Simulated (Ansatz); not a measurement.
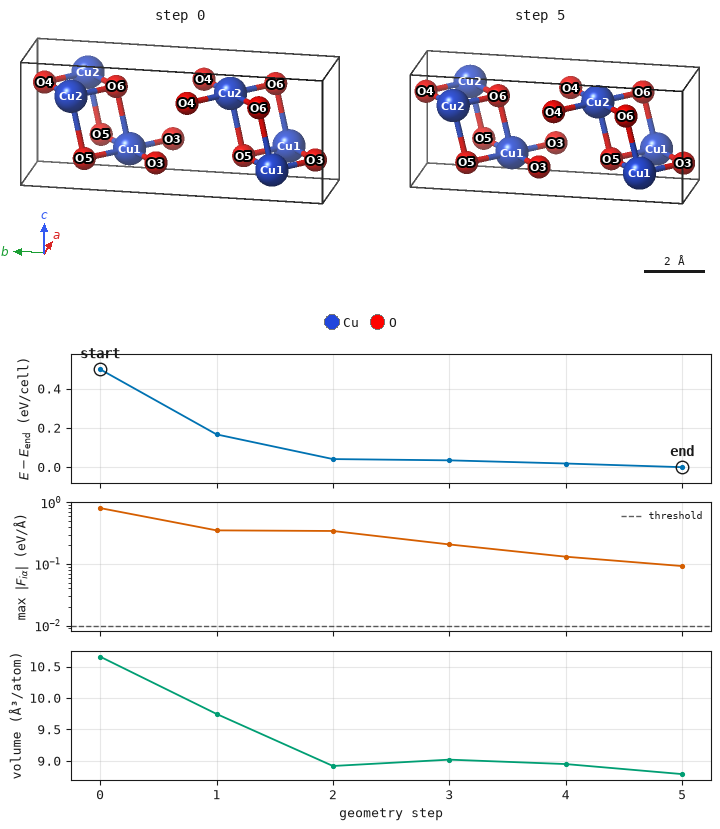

First and last geometry of a relaxation of solid CuO2 (set up in Cmcm), with the history of the run. The picture is a ball-and-stick view of the conventional cell (2 times the calculation's cell), seen from a free direction. Lengths and directions refer to the drawn axes.

Case: relaxed functional: LDA.

Method: DFT LDA, scalar-relativistic, plane waves, PAW in Ansatz. Settings: plane-wave cutoff 420 eV; k-point mesh 14 × 14 × 8; occupations gaussian; smearing width 0.1 eV; collinear spin; cell and atoms relaxed; force threshold 0.01 eV/Å; at most 60 steps.

**Did the run converge, and what did it change?**

The run was cut off at its time limit before the relaxation converged, so the last structure is only a point on the way. The largest moves relative to the cell, 0.23 Å, are those of O3 and O4. O4 goes along +b. Largest moves by element: O 0.23 Å, Cu 0.09 Å. Cell: a 2.825 → 2.829 Å (+0.1 %), b 10.421 → 9.395 Å (−9.9 %), c 4.343 → 3.970 Å (−8.6 %). Volume −17.5 %. Near-neighbour distances that change, for instance: Cu1–O6 2.219 → 2.039 Å, Cu1–O3 1.858 → 1.873 Å. Among the angles between lasting bonds that change: O5–Cu2–O5 156.3° → 153.5°, Cu2–O5–Cu2 156.3° → 153.5°. The space group stays Cmcm (No. 63). The energy falls by 0.499 eV per cell of the calculation in 5 geometry steps. Largest force component: 0.81 eV/Å at the start, 0.093 eV/Å at the end. Pressure: −14.71 GPa at the start and 0.47 GPa at the end. The program noted that the starting moments weren't kept.
